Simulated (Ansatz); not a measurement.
```yaml
crystal:
  lattice:
    - [2.94645, 0.00000, 0.00000]
    - [-1.47323, 2.55170, 0.00000]
    - [0.00000, 0.00000, 24.62307]
  atoms:
    - { symbol: Co, position: [0.66667, 0.33333, 0.31862] }
    - { symbol: O, position: [0.00000, 0.00000, 0.34094] }
    - { symbol: Co, position: [0.33333, 0.66667, 0.40474] }
    - { symbol: O, position: [0.66667, 0.33333, 0.44865] }
    - { symbol: Co, position: [0.00000, 0.00000, 0.50000] }
    - { symbol: O, position: [0.33333, 0.66667, 0.55135] }
    - { symbol: Co, position: [0.66667, 0.33333, 0.59526] }
    - { symbol: O, position: [0.00000, 0.00000, 0.65906] }
    - { symbol: Co, position: [0.33333, 0.66667, 0.68138] }
```

The SCF solution may not be the lowest one; the program warned that this state isn't the lowest known; spin-polarised.

All numbers below come from DFT PBEsol, scalar-relativistic, plane waves, PAW (Ansatz 0.2.0).

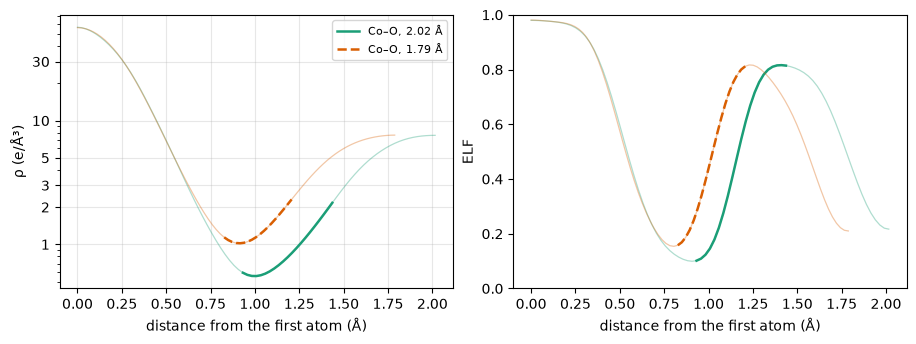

Co₅O₄ (slab). Valence electron density and electron localisation function along straight lines between neighbouring atoms. Thin, pale parts lie inside the atomic spheres.

Core electrons are frozen (PAW), and the valence fields are smoothed inside the atomic spheres.

Q: What can be read from the curves?

A: Co–O (2.02 Å): the density is about 0.55 e/Å³ at the midpoint; the ELF peaks at about 0.80 in the valence shell of O, 0.6 Å from its nucleus, and is about 0.15 at the midpoint (no shared electron pair shows on this line).
Co–O (1.79 Å): ρ is about 1 e/Å³ halfway; the ELF peaks at about 0.80 in the valence shell of O, 0.6 Å from its nucleus, and is about 0.20 at the midpoint; no shared electron pair shows on this line.
